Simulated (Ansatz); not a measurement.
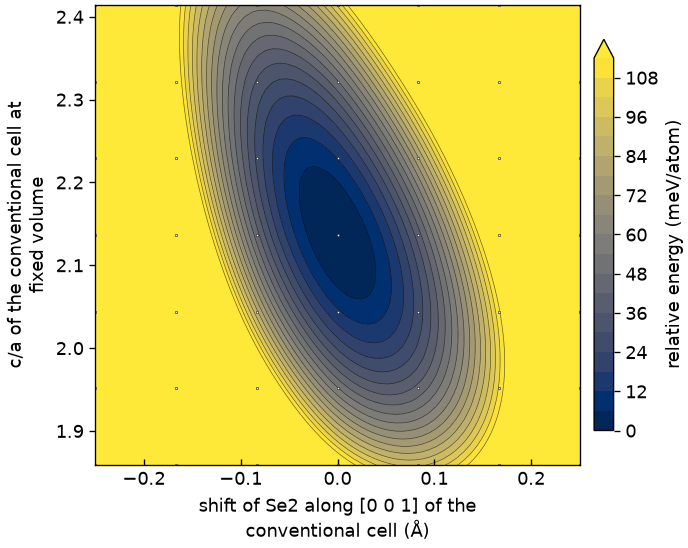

WSe2 (P-6m2, No. 187; 3 atoms in the cell). The energy is mapped over a free internal coordinate and the cell. Coordinates scanned: (1) shift of Se2 along [0 0 1] of the conventional cell, Cartesian (0 0 1), its symmetry partners moved as symmetry demands (measured in the relaxed cell); (2) c/a of the conventional cell at fixed volume. Nothing is relaxed (all other coordinates fixed). The scan uses a 7 × 7 grid. Points are written as (first, second). Energies: meV/atom, counted from the lowest grid point. The band gap closes in part of the range. The calculation used DFT PBE+D3(BJ), scalar-relativistic, plane waves, PAW (Ansatz 0.2.0). Settings: cutoff 420 eV, k-mesh 9×9×4 in the order of the run's cell vectors, gaussian smearing 0.05 eV, no spin polarisation.

In the figure: filled contours, dots at the grid points, one colour for all values above the top of the scale. Between grid points the surface is interpolated.

Q: Where is the minimum, and how stiff is the well along each coordinate?

A: The interpolated minimum is at the first coordinate ≈ 0.000 Å, the second coordinate ≈ 2.137. The curvatures there are about 36 eV/Å² and 8.8 eV, with a cross term of about 10 eV/Å (per cell of 3 atoms). Round the minimum the valley is strongly tilted: raising the first coordinate shifts the best value of the second coordinate downwards (coupling k₁₂/√(k₁₁k₂₂) about 0.6).

PAW datasets: the set soft_1.
